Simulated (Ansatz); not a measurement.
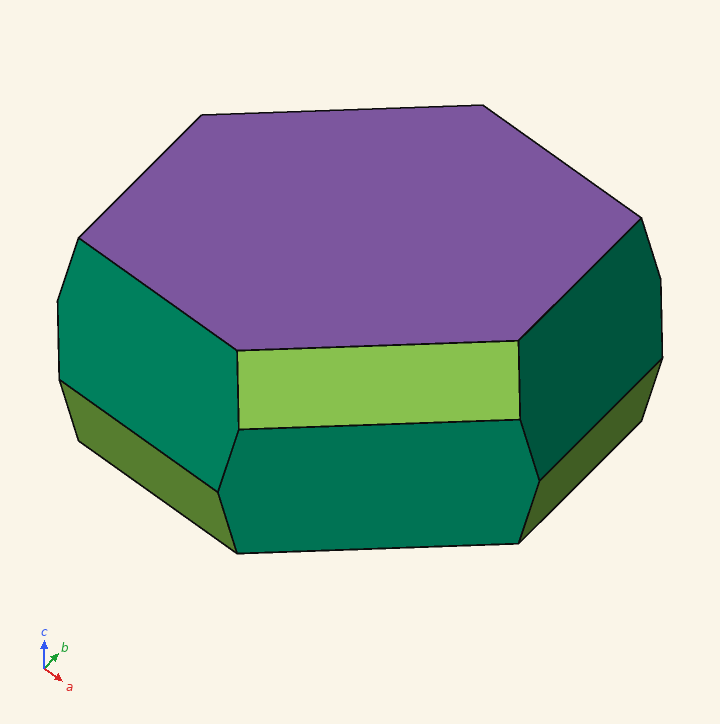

The shape was computed with the Donnay–Harker form of the Bravais–Friedel law: planes with larger spacing d grow more slowly and so show as larger faces; centring, glide planes and screw axes halve or divide d. Faces of one form share a colour. Cell of WS₂: space group R3m (No. 160), a = 3.157 Å, b = 3.157 Å, c = 18.117 Å, α = 90.00°, β = 90.00°, γ = 120.00°. Origin: the geometry relaxed with DFT PBE+D3(BJ), scalar-relativistic, plane waves, PAW (Ansatz 0.2.0). Forms under 0.4 % of the area are left out. Forms are taken in the Laue class: a face and its opposite count as one form.

Question: Which form is which colour?

Answer: purple: {003} (d = 6.04 Å, 50 % of the area); teal: {101} (d = 2.70 Å, 34 % of the area); green: {012} (d = 2.62 Å, 16 % of the area).
